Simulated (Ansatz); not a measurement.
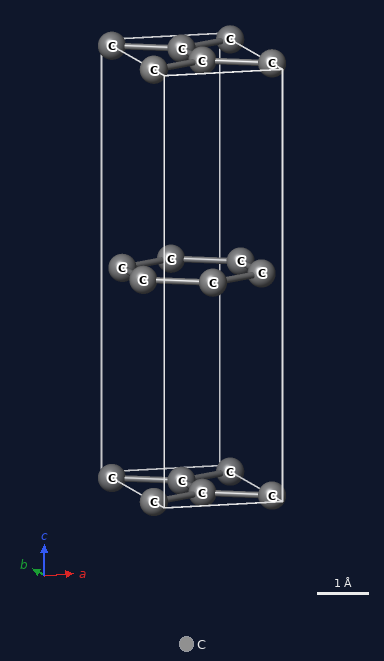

Phonons of crystalline C, space group Fmmm (No. 69), at the zone centre. A ball-and-stick model of the conventional cell (4 times the calculation's cell), seen slightly off an axis. Lengths and directions refer to the drawn axes.

Method: DFT PBE, scalar-relativistic, plane waves, PAW (Ansatz). Set-up: plane-wave cutoff 420 eV; k-point mesh 14 × 14 × 14; occupations fixed; no spin polarisation.

Frequencies are those without the non-analytic (LO–TO) term.

### Give the spectrum at this point.

The calculation's cell holds 2 atoms, so there are 3 optical modes, in 2 levels. No level is unstable.

```tsv
level	symmetry	frequency (cm⁻¹)	activity
1	B₃g	872	Raman-active
2	doubly degenerate	1570	not assigned
```

The displacement patterns (one member of each degenerate set):

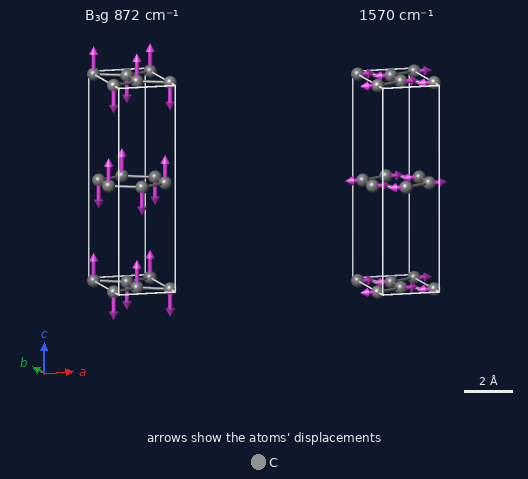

Limits of the set-up: layers or molecules are held without a dispersion correction, so their spacing is unreliable.
